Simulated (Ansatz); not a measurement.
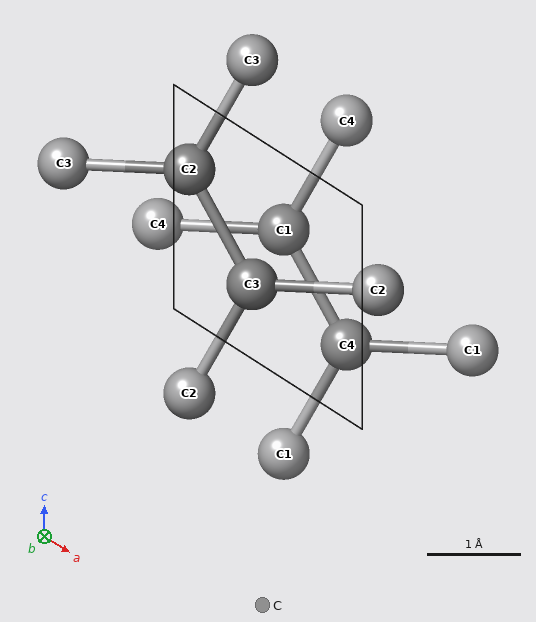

Fig. 1: The structure as given in the input (ball-and-stick view of the cell of the calculation, along the b axis; neighbours outside the cell are drawn fainter; atoms are numbered from 1 in the order of the input). An atom can appear more than once, as a periodic image.

**Two runs on C**

System: C (4 atoms in the cell).
Method of run A: DFT PBEsol, scalar-relativistic, plane waves, PAW, no spin polarisation (Ansatz 0.2.0).

The structure derives from a Materials Project entry. Text and figures count atoms from 1; the logs count them from 0 in places.

### Input, run A
```yaml
crystal:
  lattice:
    - [2.4587444254, 0.0, 0.0]
    - [-1.2289376231, 7.6288960467, 0.0]
    - [-1.2298068023, -0.5944682481, 2.0449312873]
  atoms:
    - { symbol: C, position: [0.5833903114, 0.7500378555, 0.6667140834] }
    - { symbol: C, position: [0.0833146005, 0.2499621445, 0.6666383725] }
    - { symbol: C, position: [0.4166096886, 0.2499621445, 0.3332859166] }
    - { symbol: C, position: [0.9166853995, 0.7500378555, 0.3333616275] }
basis:
  ecutwfc: 420
kpoints:
  mp_grid: { grid: [14, 5, 17] }
hamiltonian:
  xc: pbesol
scf:
  occupations: { method: gaussian, width: 0.1 }
output:
  forces: true
  stress: true
  eigenvalues: true
```

Launched with:
```bash
ansatz run input.yaml --threads 2 --pin off --max-ram 5120MiB --backend cpu --events-out ev --progress --plain --runs-dir out
```

Hardware: 2 threads of Intel Xeon @ 2.50GHz (Skylake/Cascade Lake), 189 GiB of memory available, shared host.

### Output, shortened to warnings, some set-up lines, iterations and results (run A)
```
Warning: crystal.symmetry: narrowed to the stabiliser of the k-point mesh — unitary ops 8 → 2; excluded 6 operations that carry a point of the 14×5×17 mesh (shift [0, 0, 0]) off the mesh (the run samples exactly the mesh kpoints.mp_grid names, as under crystal.symmetry.detect: false, and its converged state has the mesh's symmetry, not the crystal's; ε∞, the Born charges and the force constants …
Basis set: ecut = 420 eV, 727 PW (Γ), exchange–correlation on 36×108×36 points (8 copies of the dense FFT grid, shifted against one another)
Symmetry: 2 space group operations
k-points: 596 of 1190
Initial density: superposition of atomic densities (neutral atoms: chi_scale 0, normalization atom), corrected by the library's trained network
[...]
SCF iter   1: F=—  HF=-986.762580 eV  |F-HF|=—  |Δ(HF+E_count)|=         —  Δρ=3.61e-3  dr2=2.55e-3  ethr=1.77e-3  ⟨swp⟩=5.6  Hψ=39860  notcnv=0
SCF iter   2: F=—  HF=-986.762659 eV  |F-HF|=—  |Δ(HF+E_count)|=   7.88e-5  Δρ=1.64e-3  dr2=4.83e-4  ethr=1.60e-5  ⟨swp⟩=2.0  Hψ=15374  notcnv=0
SCF iter   3: F=—  HF=-986.762753 eV  |F-HF|=—  |Δ(HF+E_count)|=   9.36e-5  Δρ=1.07e-4  dr2=1.17e-6  ethr=3.02e-6  ⟨swp⟩=2.4  Hψ=12141  notcnv=0
SCF iter   4: F=—  HF=-986.762760 eV  |F-HF|=—  |Δ(HF+E_count)|=   7.51e-6  Δρ=2.48e-5  dr2=6.62e-8  ethr=7.31e-9  ⟨swp⟩=2.6  Hψ=12292  notcnv=0
SCF iter   5: F=-986.762761 eV  HF=-986.762761 eV  |F-HF|=2.21e-8  |Δ(HF+E_count)|=   2.33e-7  Δρ=5.43e-6  dr2=2.76e-8  ethr=4.14e-10  ⟨swp⟩=2.0  Hψ=11848  notcnv=0
SCF iter   6: F=-986.762761 eV  HF=-986.762761 eV  |F-HF|=1.31e-9  |Δ(HF+E_count)|=   6.11e-9  Δρ=1.52e-6  dr2=2.41e-9  ethr=1.72e-10  ⟨swp⟩=2.8  Hψ=26144  notcnv=0
SCF 1 converged in 6 iterations: F = -986.762761 eV  dr2 = 2.41e-9
SCF converged after 6 iterations
Free energy (F): -986.762761 eV
Harris-Foulkes:  -986.762761 eV  (|F-HF|=1.31e-9)
Internal energy: -986.762760 eV  (E = F + TS)
E sigma→0 (E₀):  -986.762761 eV
Entropy (-TS):   -0.000000 eV (-0.000 meV/atom)
Fermi energy:    6.190792 eV
--- Per-component energies (eV) ---
  E_band       = -49.937559
  E_kinetic    = 363.242424
  E_local      = -709.510913  (includes V_loc(G=0)·N_el)
  E_nonlocal   = 109.672960
  E_hartree    = 225.503354
  E_xc         = -190.330971
  E_vxc        = -236.540956  (∫ρ·V_xc dr)
  E_paw        = -381.924314  (= ΣΔE_a)
  E_vpaw       = -27.807466  (= ΣTr[D̂ρ^β])
  E_aug_tail   = 0.000034  (compensation charges beyond the density's cutoff)
  E_ewald      = -403.499735
  E_core_change = 0.084402  (= ΣΔE_core)
  E_smearing   = -0.000000  (= −TS)
  E_closure    = -0.000000  (closes the sum)
  Σ components = -986.762761   (vs F -986.762761, Δ=0.00e0)
--- Forces (eV/Å), atoms counted from 1 ---
  atom   1  C      0.01326287    -0.00520348     0.01767974
  atom   2  C      0.01326280    -0.00506086     0.01772134
  atom   3  C     -0.01326287     0.00520348    -0.01767974
  atom   4  C     -0.01326280     0.00506086    -0.01772134
  max |Σ_I F_I| component: 1.73e-18 eV/Å
--- Stress (GPa, compression-positive) ---
        0.112840      -0.030796       0.106344
       -0.030796       0.078218       0.079576
        0.106344       0.079574      -0.172830
  P = ⅓ Tr σ = 0.0061 GPa (0.061 kbar)
```

The input of run B differs as follows (lines with − go, lines with + come):
```diff
-basis:
-  ecutwfc: 420
+  dispersion: d3bjatm
+accuracy: low
```

What does this change do to the results?

The total energies belong to different models, so their difference says nothing on which is more stable or more accurate. The pressure goes from 0.01 to −0.60 GPa. The number of SCF iterations is the same.

### Output, shortened to warnings, some set-up lines, iterations and results (run B)
```
Warning: crystal.symmetry: narrowed to the stabiliser of the k-point mesh — unitary ops 8 → 2; excluded 6 operations that carry a point of the 14×5×17 mesh (shift [0, 0, 0]) off the mesh (the run samples exactly the mesh kpoints.mp_grid names, as under crystal.symmetry.detect: false, and its converged state has the mesh's symmetry, not the crystal's; ε∞, the Born charges and the force constants …
Basis set: ecut = 420 eV, 727 PW (Γ), exchange–correlation on 36×108×36 points (8 copies of the dense FFT grid, shifted against one another)
Symmetry: 2 space group operations
k-points: 596 of 1190
Initial density: superposition of atomic densities (neutral atoms: chi_scale 0, normalization atom), corrected by the library's trained network
[...]
SCF iter   1: F=—  HF=-987.132329 eV  |F-HF|=—  |Δ(HF+E_count)|=         —  Δρ=3.61e-3  dr2=2.55e-3  ethr=1.77e-3  ⟨swp⟩=5.6  Hψ=39860  notcnv=0
SCF iter   2: F=—  HF=-987.132408 eV  |F-HF|=—  |Δ(HF+E_count)|=   7.88e-5  Δρ=1.64e-3  dr2=4.83e-4  ethr=1.60e-5  ⟨swp⟩=2.0  Hψ=15374  notcnv=0
SCF iter   3: F=—  HF=-987.132502 eV  |F-HF|=—  |Δ(HF+E_count)|=   9.36e-5  Δρ=1.07e-4  dr2=1.17e-6  ethr=3.02e-6  ⟨swp⟩=2.4  Hψ=12141  notcnv=0
SCF iter   4: F=—  HF=-987.132509 eV  |F-HF|=—  |Δ(HF+E_count)|=   7.51e-6  Δρ=2.48e-5  dr2=6.62e-8  ethr=7.31e-9  ⟨swp⟩=2.6  Hψ=12292  notcnv=0
SCF iter   5: F=-987.132509 eV  HF=-987.132509 eV  |F-HF|=2.21e-8  |Δ(HF+E_count)|=   2.33e-7  Δρ=5.43e-6  dr2=2.76e-8  ethr=4.14e-10  ⟨swp⟩=2.0  Hψ=11848  notcnv=0
SCF iter   6: F=-987.132509 eV  HF=-987.132509 eV  |F-HF|=1.31e-9  |Δ(HF+E_count)|=   6.11e-9  Δρ=1.52e-6  dr2=2.41e-9  ethr=1.72e-10  ⟨swp⟩=2.8  Hψ=26144  notcnv=0
SCF 1 converged in 6 iterations: F = -987.132509 eV  dr2 = 2.41e-9
SCF converged after 6 iterations
Free energy (F): -987.132509 eV
Harris-Foulkes:  -987.132509 eV  (|F-HF|=1.31e-9)
Internal energy: -987.132509 eV  (E = F + TS)
E sigma→0 (E₀):  -987.132509 eV
Entropy (-TS):   -0.000000 eV (-0.000 meV/atom)
Fermi energy:    6.190792 eV
--- Per-component energies (eV) ---
  E_band       = -49.937559
  E_kinetic    = 363.242424
  E_local      = -709.510913  (includes V_loc(G=0)·N_el)
  E_nonlocal   = 109.672960
  E_hartree    = 225.503354
  E_xc         = -190.330971
  E_vxc        = -236.540956  (∫ρ·V_xc dr)
  E_paw        = -381.924314  (= ΣΔE_a)
  E_vpaw       = -27.807466  (= ΣTr[D̂ρ^β])
  E_aug_tail   = 0.000034  (compensation charges beyond the density's cutoff)
  E_ewald      = -403.499735
  E_disp       = -0.369749  (pairwise vdW)
  E_core_change = 0.084402  (= ΣΔE_core)
  E_smearing   = -0.000000  (= −TS)
  E_closure    = -0.000000  (closes the sum)
  Σ components = -987.132509   (vs F -987.132509, Δ=0.00e0)
--- Forces (eV/Å), atoms counted from 1 ---
  atom   1  C      0.01329913    -0.00520769     0.01770032
  atom   2  C      0.01329906    -0.00506833     0.01774097
  atom   3  C     -0.01329913     0.00520769    -0.01770032
  atom   4  C     -0.01329906     0.00506833    -0.01774097
  max |Σ_I F_I| component: 1.73e-18 eV/Å
--- Stress (GPa, compression-positive) ---
        0.017399      -0.031086       0.107338
       -0.031086      -1.439002      -0.333392
        0.107338      -0.333394      -0.389518
  P = ⅓ Tr σ = -0.6037 GPa (-6.037 kbar)
```

### The two runs side by side

```csv
quantity,run A,run B
outcome,converged,converged
free energy per atom (eV),−246.6907,−246.7831
gap on the mesh (eV),0.57,0.57
pressure (GPa),0.01,−0.60
largest force (eV/Å),0.023,0.023
SCF iterations,6,6
irreducible k-points,596,596
plane waves at Γ,727,727
wall time (shared host),17 s,17 s
```

For both runs: Warnings: the k-point mesh lowers the symmetry that the run can use. For run B: These settings are looser than, or depart from, a standard set-up, so the numbers are not reference values for this system. The input asks for low accuracy. So coarse a mesh can miss the band edges, so the true gap of this method can be much smaller, or zero.
